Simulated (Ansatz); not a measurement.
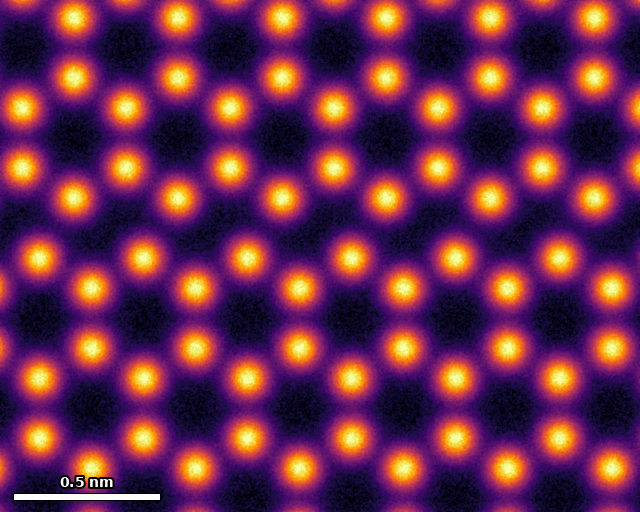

HAADF-like image of Hg (P6_3/mmc, No. 194) along [001]. The image is simulated as a sum over atoms of Z^1.7, blurred by a 0.99 Å probe (no channelling). The probe carries 25 % of its weight in a tail 2.5 times as wide. The display is stretched by a gamma of 0.65; percentages refer to the linear signal. Shot noise was added.

One planar defect was built into the perfect crystal by geometry alone, without relaxation. Host structure: the end point of a relaxation at fixed volume with DFT PBE, spin-orbit coupling, plane waves, PAW (Ansatz); the starting structure was generated, so it need not be a known form of this composition.

Q: Where does the periodic pattern break, and how?

A planar fault (a stacking fault) runs horizontally about 8 Å below the top edge. The part above it is shifted along the boundary by 1/3 of the 3.58 Å repeat of the rows (1.2 Å to the right, the same as 2.4 Å to the left); both parts keep the same orientation.
